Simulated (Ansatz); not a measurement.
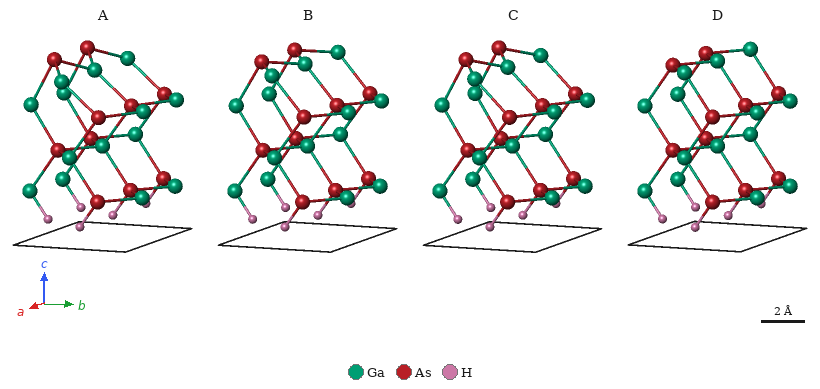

4 geometries from one constrained relaxation of a slab of composition Ga2As2H (cut from the F-43m phase), in shuffled order. Style: ball-and-stick. Shown: the cell of the calculation, outlined in the plane, without the vacuum (origin shifted), slightly off an axis.

Case: clean slab, lower planes held. The slab is the (1 1 0) face of GaAs. 8 atoms are held fixed.

All numbers below come from DFT PBE+D3(BJ), scalar-relativistic, plane waves, PAW (Ansatz 0.2.0). (plane-wave cutoff 420 eV; k-point mesh 2 × 3 × 1; occupations gaussian; smearing width 0.05 eV; no spin polarisation; dipole correction; atoms relaxed in a fixed cell; force threshold 0.03 eV/Å; at most 70 steps)

Order the frames from highest to lowest energy.

Answer. D, B, C, A. They are steps 0, 1, 2, 6, at +1.534 eV per cell of the calculation, +0.528 eV per cell of the calculation, +0.107 eV per cell of the calculation relative to the last. The largest moves, 0.60 Å, are those of Ga atoms. By element the largest moves are Ga 0.60 Å, As 0.31 Å, H 0.03 Å. The lattice vectors keep their values. Some distances before and after: As–Ga 2.458 → 2.493 Å, Ga–H 1.550 → 1.575 Å, As–Ga 2.458 → 2.473 Å, As–Ga 2.458 → 2.443 Å. Bond angles that change, for instance: Ga–As–Ga 109.5° → 88.7°, Ga–As–Ga 109.5° → 94.0°, As–Ga–As 109.5° → 124.2°. After 5 accepted moves (6 points after the start) the energy has fallen by 1.534 eV per cell of the calculation. The largest force component goes from 1.5 to 0.012 eV/Å. 1 step only repeated the SCF at the same geometry.
